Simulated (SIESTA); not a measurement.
## Energy of Pd along an even scaling of the cell

System: Pd (P6₃/mmc, 2 atoms in the cell).
Method: Kohn-Sham DFT of a periodic cell, PBEsol, PseudoDojo 0.4 standard, converted to PSML, no spin polarisation (SIESTA 5.4.2).

The 7 runs differ only in the geometry, by an even scaling of the cell at fixed fractional positions. The structure derives from a Materials Project entry.

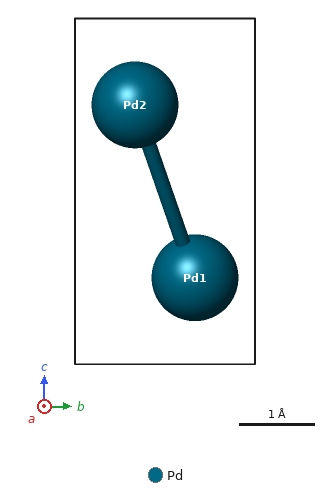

Figure 1. The structure of run 4 (ball-and-stick view of the cell of the calculation, along the a axis; atoms are numbered from 1 in the order of the input). An atom can appear more than once, as a periodic image.

### Input of run 4
```
SystemName                      Pd
SystemLabel                     Pd
NumberOfSpecies                 1
NumberOfAtoms                   2
%block ChemicalSpeciesLabel
  1  46 Pd
%endblock ChemicalSpeciesLabel

LatticeConstant                 1.0 Ang
%block LatticeVectors
     2.7836650458     0.0000000000     0.0000000000
    -1.3918325229     2.4107246453     0.0000000000
     0.0000000000     0.0000000000     4.6288930000
%endblock LatticeVectors
AtomicCoordinatesFormat         Fractional
%block AtomicCoordinatesAndAtomicSpecies
     0.3333333333     0.6666666667     0.2500000000  1  Pd
     0.6666666667     0.3333333333     0.7500000000  1  Pd
%endblock AtomicCoordinatesAndAtomicSpecies

%block kgrid.MonkhorstPack
   11   0   0  0.0
    0  11   0  0.0
    0   0   6  0.0
%endblock kgrid.MonkhorstPack
XC.Functional                   GGA
XC.Authors                      PBEsol
PAO.BasisSize                   DZP
PAO.EnergyShift                 0.003 Ry
Mesh.Cutoff                     800 Ry
OccupationFunction              FD
ElectronicTemperature           0.05 eV
MaxSCFIterations                120
SCF.MustConverge                false
SCF.Mixer.Method                Pulay
SCF.Mixer.Weight                0.25
SCF.Mixer.History               8
SCF.DM.Tolerance                5.0e-05
SCF.H.Tolerance                 1.0e-03 eV
WriteForces                     true
Charge.Mulliken                 end
%block PAO.Basis
  Pd 5
  n=4 0 2
    2.827 0.000
  n=5 0 2
    8.651 0.000
  n=4 1 2
    3.241 0.000
  n=5 1 1
    8.651
  n=4 2 2
    5.842 0.000
%endblock PAO.Basis
```

Command:
```bash
siesta < Pd.fdf > Pd.out 2>&1
```

Lattice vectors (Å) and fractional positions of run 4:
```
   2.783665    0.000000    0.000000
  -1.391833    2.410725    0.000000
   0.000000    0.000000    4.628893
Pd  0.333333  0.666667  0.250000
Pd  0.666667  0.333333  0.750000
```

Run 5 differs from it as follows:
```diff
-     2.7836650458     0.0000000000     0.0000000000
-    -1.3918325229     2.4107246453     0.0000000000
-     0.0000000000     0.0000000000     4.6288930000
+     2.8021004509     0.0000000000     0.0000000000
+    -1.4010502255     2.4266901745     0.0000000000
+     0.0000000000     0.0000000000     4.6595488139
```

### Results, with one run withheld

| run | volume per atom (Å³) | free energy per atom, from the lowest run given (meV) | pressure (GPa) |
| --- | --- | --- | --- |
| 1 | 14.600 | 0.00 | 0.70 |
| 2 | 14.910 | 2.50 | −3.13 |
| 3 | 15.221 | 11.83 | −6.43 |
| 4 | 15.531 | 27.18 | −9.31 |
| 5 | 15.842 | ? | ? |
| 6 | 16.153 | 72.26 | −13.80 |
| 7 | 16.463 | 100.79 | −15.54 |

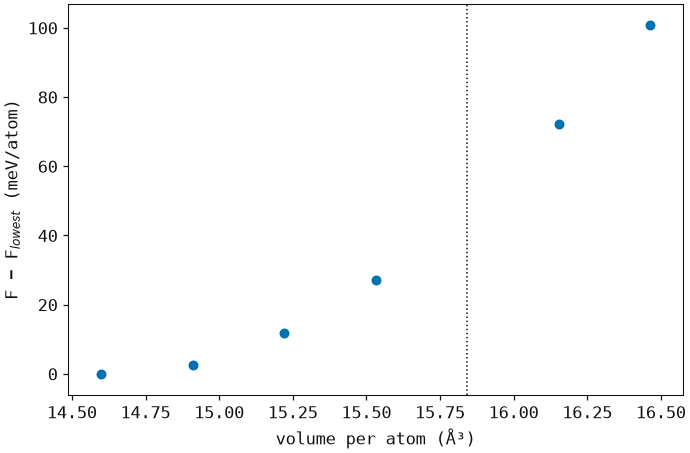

Figure 2. Free energy per atom of the runs given; the dotted line marks run 5.

Fit the runs given and predict run 5.

A cubic polynomial in V^(−2/3) (the Birch–Murnaghan form), fitted to the 6 runs given, misses them by at most 0.06 meV per atom. With x = V^(−2/3) − 0.16116 Å⁻², it reads F = 22.966 − 7735.6 x + 6.2603e+05 x² + 3.7889e+06 x³ (meV per atom). At run 5 it gives 47.51 meV per atom, and the run itself gives 47.58. The slope of the fit gives a pressure −dF/dV of −11.70 GPa there, and the run prints −11.64 GPa. The two needn't agree exactly: the fit is approximate, and the printed stress is taken on a finite basis. The fit has its minimum at 14.650 Å³ per atom, where V d²F/dV² gives 188 GPa. Cell shape and fractional positions are held, so this is the stiffness under even scaling; the relaxed bulk modulus wasn't computed.

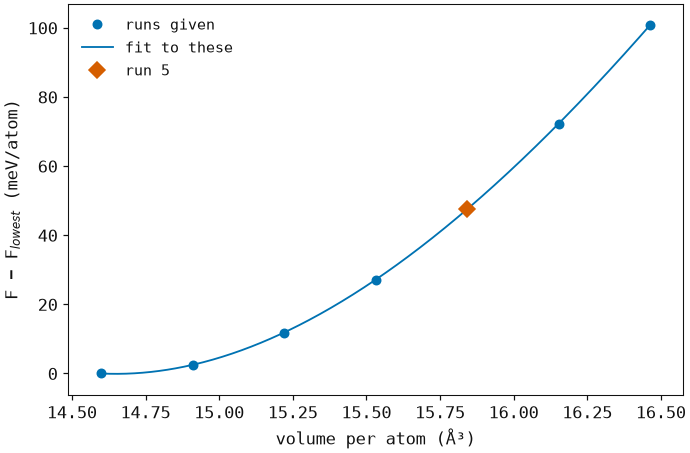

Figure 3. The fit and the withheld run.

### Some lines of the output (run 5)
```
[...]
outcell: Cell volume (Ang**3)        :     31.6841
stepf: Fermi-Dirac step function
siesta: Etot    =     -7338.270287
siesta: FreeEng =     -7338.315897
        iscf     Eharris(eV)        E_KS(eV)     FreeEng(eV)     dDmax    Ef(eV) dHmax(eV)
siesta: E_KS(eV) =            -7338.4286
siesta: E_KS - E_eggbox =     -7338.4286
siesta: Etot    =     -7338.428616
siesta: FreeEng =     -7338.478780
siesta:         Fermi =      -7.379989
siesta: Cell volume =         31.684138 Ang**3
    Orbital volume contribution        =           2.819046 eV
```

Notes: Points of doubt noted for this run: mulliken charges of long orbitals. With a small basis of atomic orbitals these values can differ much from converged plane-wave results.
